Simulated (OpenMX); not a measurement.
## TaAs: 7 runs along one coordinate

System: TaAs (4 atoms in the cell).
Method: Kohn-Sham DFT of a periodic cell, LDA, OpenMX 2013 LDA set, no spin polarisation (OpenMX 3.8.5).

The 7 runs differ only in the geometry, by an even scaling of the cell at fixed fractional positions. The structure derives from a Materials Project entry.

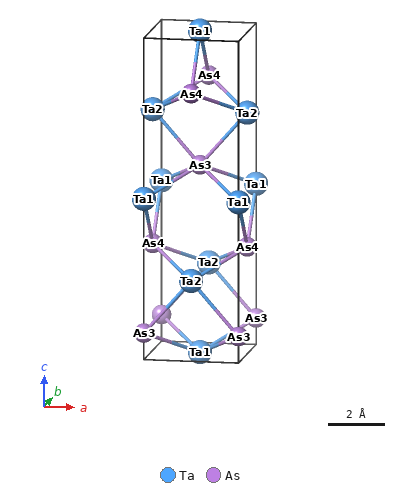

Figure 1. The structure of run 4 (ball-and-stick view of the cell 2 times as large as that of the calculation, set on its symmetry axes, seen slightly off an axis; atoms are numbered from 1 in the order of the input). An atom can appear more than once, as a periodic image.

### Input of run 4
```
System.CurrrentDirectory             ./
System.Name                          TaAs
DATA.PATH                            ./DFT_DATA13
level.of.stdout                      1
level.of.fileout                     0
Species.Number                       2
<Definition.of.Atomic.Species
  Ta  Ta7.0-s3p2d2f1         Ta_CA13
  As  As7.0-s3p2d2           As_CA13
Definition.of.Atomic.Species>

Atoms.Number                         4
Atoms.SpeciesAndCoordinates.Unit     FRAC
<Atoms.SpeciesAndCoordinates
    1  Ta    0.4999673000    0.4999673000    0.0000000000   6.500  6.500
    2  Ta    0.2499673000    0.7499673000    0.5000000000   6.500  6.500
    3  As    0.0826321200    0.0826321200    0.0000000000   7.500  7.500
    4  As    0.8326321200    0.3326321200    0.5000000000   7.500  7.500
Atoms.SpeciesAndCoordinates>

Atoms.UnitVectors.Unit               Ang
<Atoms.UnitVectors
    -1.7218133622    1.7218133622    5.8679415361
     1.7218133622   -1.7218133622    5.8679415361
     1.7218133622    1.7218133622   -5.8679415361
Atoms.UnitVectors>

scf.XcType                           LDA
scf.SpinPolarization                 off
scf.ElectronicTemperature            580.226
scf.energycutoff                     500.0
scf.maxIter                          100
scf.EigenvalueSolver                 band
scf.Kgrid                            11 11 11
scf.Mixing.Type                      rmm-diisk
scf.Init.Mixing.Weight               0.05
scf.Min.Mixing.Weight                0.001
scf.Max.Mixing.Weight                0.3
scf.Mixing.History                   25
scf.Mixing.StartPulay                8
scf.criterion                        1.0e-8
scf.stress.tensor                    on
MD.Type                              nomd
Band.dispersion                      on
Band.Nkpath                          11
<Band.kpath
   21   0.000000  0.000000  0.000000   -0.500000  0.500000  0.000000  G X
    4  -0.500000  0.500000  0.000000   -0.500000  0.500000 -0.043050  X Y
   13  -0.500000  0.500000 -0.043050   -0.271525  0.271525 -0.271525  Y S
   16  -0.271525  0.271525 -0.271525    0.000000  0.000000  0.000000  S G
    9   0.000000  0.000000  0.000000    0.500000  0.500000 -0.500000  G Z
   13   0.500000  0.500000 -0.500000    0.271525  0.728475 -0.728475  Z S1
    4   0.271525  0.728475 -0.728475    0.000000  0.500000 -0.500000  S1 N
   15   0.000000  0.500000 -0.500000   -0.250000  0.750000 -0.250000  N P
    5  -0.250000  0.750000 -0.250000    0.043050  0.956950 -0.500000  P Y1
   19   0.043050  0.956950 -0.500000    0.500000  0.500000 -0.500000  Y1 Z
    4  -0.500000  0.500000  0.000000   -0.250000  0.750000 -0.250000  X P
Band.kpath>
```

Command:
```bash
openmx TaAs.dat -nt 1 > TaAs.std
```

Lattice vectors (Å) and fractional positions of run 4:
```
  -1.721813    1.721813    5.867942
   1.721813   -1.721813    5.867942
   1.721813    1.721813   -5.867942
Ta  0.499967  0.499967 -0.000000
Ta  0.249967  0.749967  0.500000
As  0.082632  0.082632  0.000000
As  0.832632  0.332632  0.500000
```

Run 3 has the same physical settings and fractional positions; its lattice vectors (Å) are:
```
  -1.710257    1.710257    5.828558
   1.710257   -1.710257    5.828558
   1.710257    1.710257   -5.828558
```

### Results, with one run withheld

| run | volume per atom (Å³) | free energy per atom, from the lowest run given (meV) |
| --- | --- | --- |
| 1 | 16.353 | 7.54 |
| 2 | 16.700 | 0.00 |
| 3 | 17.048 | ? |
| 4 | 17.396 | 12.04 |
| 5 | 17.744 | 29.76 |
| 6 | 18.092 | 54.17 |
| 7 | 18.440 | 84.60 |

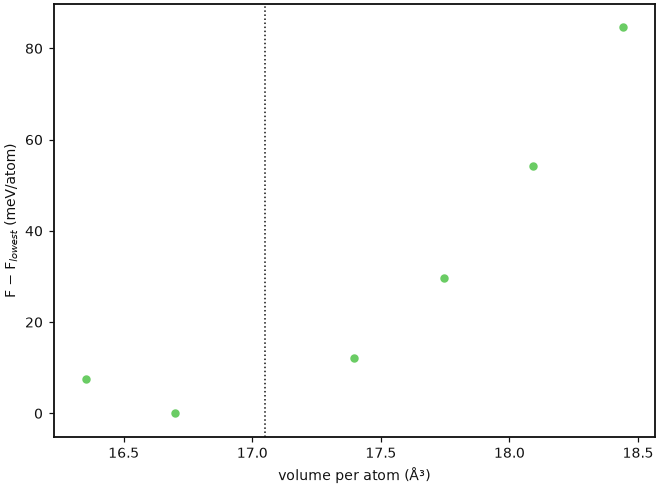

Figure 2. Free energy per atom of the runs given; the dotted line marks run 3.

What should run 3 give?

A cubic polynomial in V^(−2/3) (the Birch–Murnaghan form), fitted to the 6 runs given, misses them by at most 0.01 meV per atom. With x = V^(−2/3) − 0.14876 Å⁻², it reads F = 13.407 − 7479.6 x + 1.0084e+06 x² + 1.4587e+06 x³ (meV per atom). At run 3 it gives 1.82 meV per atom, and the run itself gives 1.82. The fit has its minimum at 16.802 Å³ per atom, where V d²F/dV² gives 202 GPa. Cell shape and fractional positions are held, so this is the stiffness under even scaling; the relaxed bulk modulus wasn't computed.

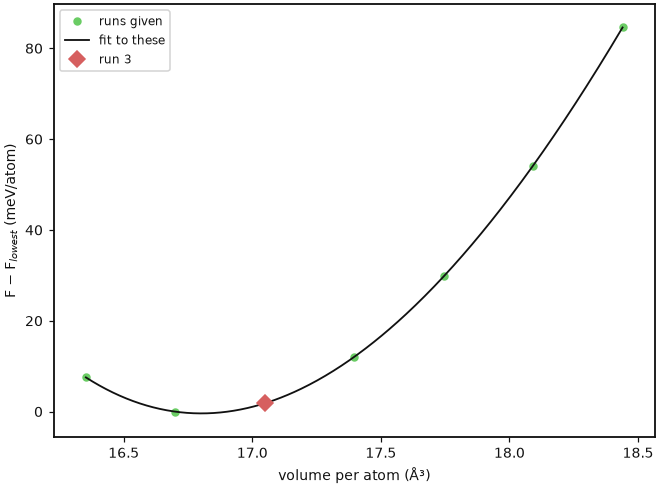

Figure 3. The fit and the withheld run.

### Some lines of the output (run 3)
```
[...]
  Cell_Volume =    460.193521242526 (Bohr^3)
        Total energy (Hartree) at MD = 1
   kloop=0
   kloop=1
   kloop=665
```

Notes: Points of doubt noted for this run: few d functions beyond semicore. Spin–orbit coupling is left out, which matters for Ta. With a small basis of atomic orbitals these values can differ much from converged plane-wave results.
